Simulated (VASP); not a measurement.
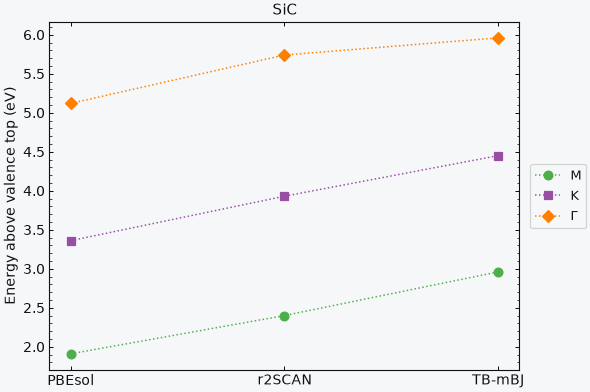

Lowest conduction level at each named k point, counted from the valence-band top at Γ, by several methods on one cell of SiC, space group P6_3mc (No. 186), 12 atoms in the cell; a = 3.080 Å, c = 15.112 Å (hexagonal axes). All runs are without spin-orbit coupling and carry no moments.

| method | program | M (eV) | K (eV) | Γ (eV) |
| --- | --- | --- | --- | --- |
| PBEsol | VASP | 1.91 | 3.36 | 5.12 |
| r2SCAN | VASP | 2.40 | 3.93 | 5.74 |
| TB-mBJ | VASP | 2.96 | 4.45 | 5.96 |

What does HSE06 give? It was run as: HSE06, VASP PAW PBE potentials, release 64 (Si, C), 6×6×1 k mesh, 520 eV cutoff, Gaussian smearing of 0.03 eV (VASP 6.6.1).

HSE06 gives 2.94 eV at M, 4.50 eV at K and 6.39 eV at Γ, which is +1.03 eV from PBEsol at M.

Does HSE06 shift these levels rigidly from PBEsol?

The shifts are +1.03 eV at M, +1.14 eV at K and +1.27 eV at Γ: a spread of 0.24 eV on a mean of 1.15 eV, so one shift describes them only roughly.

How do the methods rank at M?

From low to high: PBEsol 1.91, r2SCAN 2.40, HSE06 2.94, TB-mBJ 2.96 eV. Too close to rank are HSE06 against TB-mBJ (different meshes).

Settings. PBEsol: VASP PAW PBE potentials, release 64 (Si, C), 12×12×2 k mesh, 600 eV cutoff, Gaussian smearing of 0.03 eV (VASP 6.6.1). r2SCAN: VASP PAW PBE potentials, release 64 (Si, C), 12×12×2 k mesh, 520 eV cutoff, Gaussian smearing of 0.03 eV (VASP). TB-mBJ: VASP PAW PBE potentials, release 64 (Si, C), 12×12×2 k mesh, 520 eV cutoff, Gaussian smearing of 0.03 eV (VASP 6.6.1).

The PAW data sets were made with another functional. The cell was relaxed beforehand with PBEsol. LDA, GGA and most meta-GGA functionals understate gaps. HSE06: the k mesh is thin for exact exchange. TB-mBJ: this is a model potential built to give gaps, with no total energy.
